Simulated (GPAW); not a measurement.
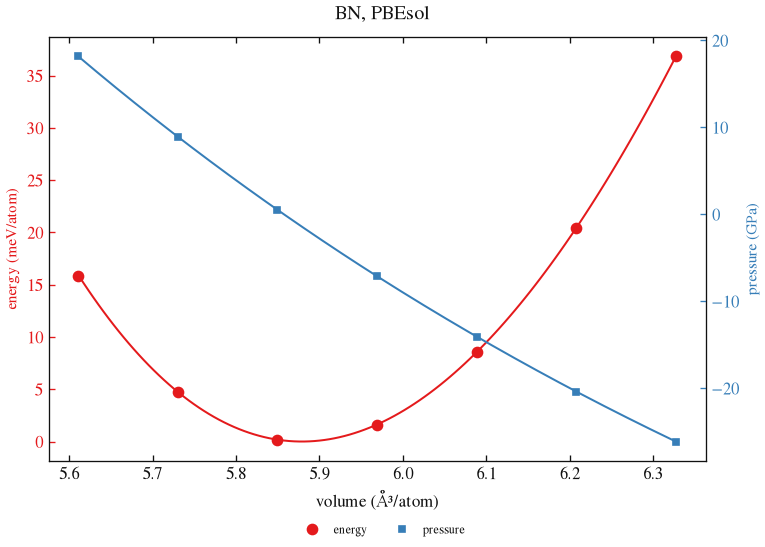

Figure. Energy and pressure against volume for BN, space group P6_3mc (No. 186).

A third-order Birch–Murnaghan fit gives V0 = 5.88 Å³/atom, B0 = 388 GPa and B′ = 3.7. The energy is 15.88 meV/atom at volume 5.6110 Å³/atom and 36.84 meV/atom at 6.3273 Å³/atom; the lowest computed point is at volume 5.8497 Å³/atom (0.17 meV/atom), in a single well. The pressure falls from 18.16 GPa at volume 5.6110 Å³/atom to −26.13 GPa at 6.3273 Å³/atom, and changes sign near 5.86 Å³/atom.

Calculation (GPAW 26.7.0): PAW DFT in plane waves, on a grid or in atomic orbitals, no spin polarisation; energies at scaled volumes of the given cell, shape and fractions fixed, counted from the fit's minimum, third-order Birch-Murnaghan fit. Level: PBEsol.

| setting | value |
| --- | --- |
| k mesh | 12×12×6 |
| occupations | Fermi–Dirac |
| smearing width | 0.05 eV |
| potentials | PAW data sets made by gpaw setup for the functional |
| wave cutoff | 800 eV |
| program settings | basis pw |

Cell as given: a = 2.554 Å, b = 2.554 Å, c = 4.227 Å, α = 90.00°, β = 90.00°, γ = 120.00°; 4 atoms.

Caveats: shape and atomic fractions are frozen while scaling, which makes layered, chain and framework solids too stiff.
